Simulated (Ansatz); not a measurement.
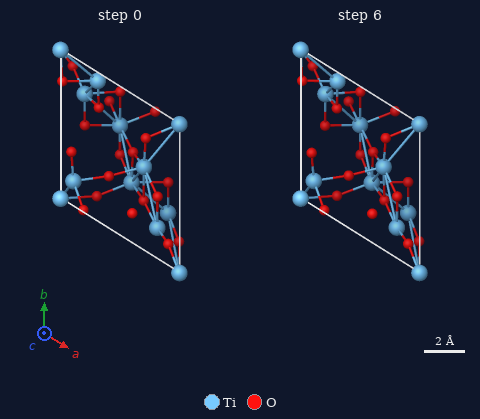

The structure of a defect cell of composition Ti9O20 (cell charge −1) before (left) and after (right) a relaxation, at one scale.

A ball-and-stick model of the cell of the calculation, seen along the c axis.

Computed with Ansatz 0.2.0, DFT PBEsol, scalar-relativistic, plane waves, PAW. Settings: plane-wave cutoff 420 eV; k-point mesh 2 × 2 × 2; occupations gaussian; smearing width 0.02 eV; mesh shifted by (0.5, 0.5, 0.5); collinear spin; atoms relaxed in a fixed cell; force threshold 0.03 eV/Å; at most 40 steps.

Question: Summarise the run.

Answer: Over 5 accepted moves (6 points after the start) the energy falls by 46.0 meV per cell of the calculation. Largest force component: 0.38 eV/Å at the start, 0.023 eV/Å at the end. The line search rejected the trial step at point 3 of the run. The largest move is that of an O atom, 0.11 Å roughly along [−3 −2 −1]. Largest moves by element: O 0.11 Å, Ti 0.04 Å. The cell stays as it was. Near-neighbour distances that change, for instance: O–Ti 2.124 → 2.161 Å, Ti–Ti 2.913 → 2.948 Å, O–Ti 1.921 → 1.888 Å, Ti–Ti 3.091 → 3.121 Å. Cost: 83 s on 8 threads of Arm Neoverse V2 (shared host), peak memory 1.8 GiB.

Limits of the set-up: the k-point mesh is coarse for a cell with partly filled bands; the periodic images lie only 7.6 Å apart, so the values are limited by the cell's size; the cell is charged, on a uniform background, and energies carry no finite-size correction.
